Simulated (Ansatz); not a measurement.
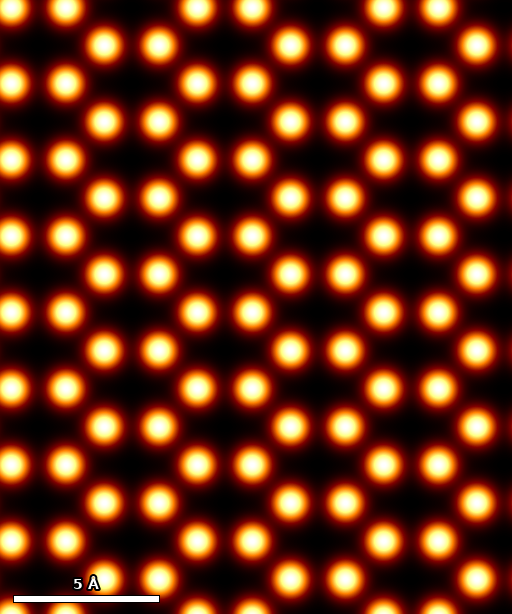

Dark-field STEM-like image of Ir (Cmcm, No. 63). The image is simulated as a sum over atoms of Z^1.7, blurred by a 0.88 Å probe (no channelling). The probe carries 15 % of its weight in a tail 2.5 times as wide. The display is stretched by a gamma of 0.8; percentages refer to the linear signal. Structure used: the input geometry of an electronic-structure calculation (not necessarily at equilibrium); the starting structure was generated, so it need not be a known form of this composition.

```xyz
4
Lattice="2.6360 0.0000 0.0000 0.0000 6.4382 0.0000 0.0000 0.0000 3.5454" Properties=species:S:1:pos:R:3 pbc="T T T"
Ir    1.3180    5.4918    2.6590
Ir    0.0000    4.1654    0.8863
Ir    0.0000    2.2727    2.6590
Ir    1.3180    0.9464    0.8863
```

Along which zone axis is the crystal seen: [010], [001], [102] or [110]? (Directions equivalent by symmetry count as one.)

Answer. [001]. The projected cells are 1.32 × 1.77 Å, 90° for [010]; 2.64 × 3.48 Å, 112° for [001]; 1.24 × 3.22 Å, 90° for [102]; 2.44 × 3.55 Å, 90° for [110], and the image repeats as the [001] one does.
